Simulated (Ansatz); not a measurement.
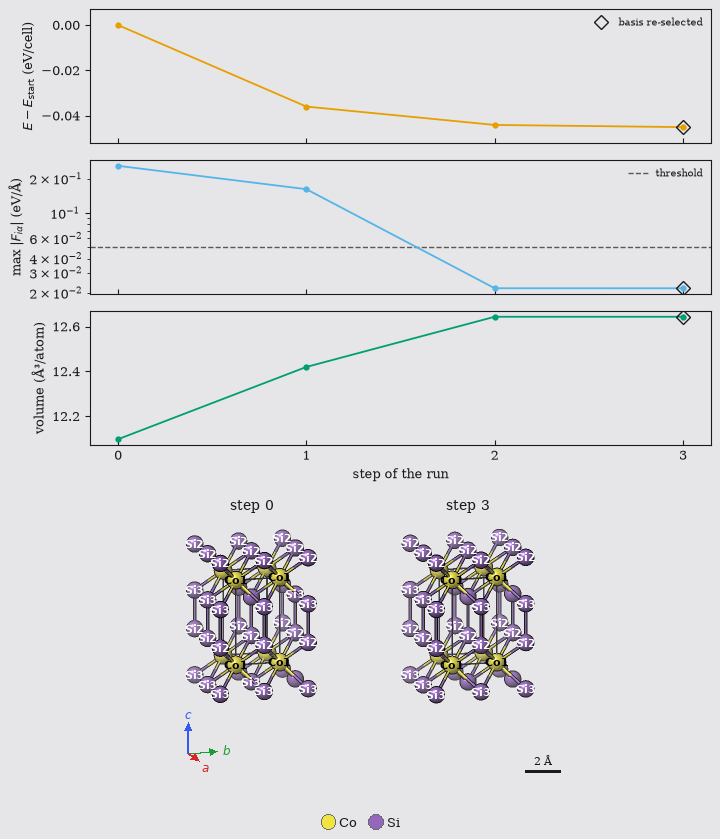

First and last geometry of a relaxation of crystalline CoSi₂ (a generated structure, set up in P4/mmm) (coarse preliminary run), with the history of the run. The picture is a ball-and-stick view of the cell of the calculation, seen slightly off an axis.

Case: Fe → Co on all its sites, cell and atoms relaxed.

All numbers below come from Ansatz, DFT PBE, scalar-relativistic, plane waves, PAW. Settings: plane-wave cutoff 420 eV; k-point mesh 8 × 8 × 4; occupations gaussian; smearing width 0.1 eV; collinear spin; cell and atoms relaxed; force threshold 0.05 eV/Å; at most 60 steps.

What do the curves and the structures tell?

Answer. It converged. The atoms keep their places relative to the cell (all moves are under 0.005 Å). The drawn cell changes as follows: a = b 2.673 → 2.724 Å (+1.9 %), c 5.081 → 5.111 Å (+0.6 %); the volume changes by +4.5 %. Some distances before and after: Co1–Si2 2.342 → 2.375 Å, Si2–Si3 2.313 → 2.332 Å. The space group stays P4/mmm (No. 123). The energy falls by 45.0 meV per cell of the calculation in 2 accepted moves (3 points after the start). The largest force component goes from 0.26 to 0.022 eV/Å. The pressure goes from 8.58 to 0.38 GPa. At 1 point the geometry stayed and the basis and grid were re-selected for the new cell (energy shift of 1.0 meV per cell of the calculation at most each time). The run took of the order of 22 core-seconds on a shared host.

| step | E − E(0), meV/atom | largest force component, eV/Å | pressure, GPa | volume, Å³/atom | note |
| --- | --- | --- | --- | --- | --- |
| 0 | 0.00 | 0.2590 | 8.58 | 12.098 |  |
| 1 | -11.99 | 0.1617 | 3.56 | 12.420 |  |
| 2 | -14.69 | 0.0220 | 0.33 | 12.643 |  |
| 3 | -15.01 | 0.0220 | 0.38 | 12.643 | same geometry, new basis |
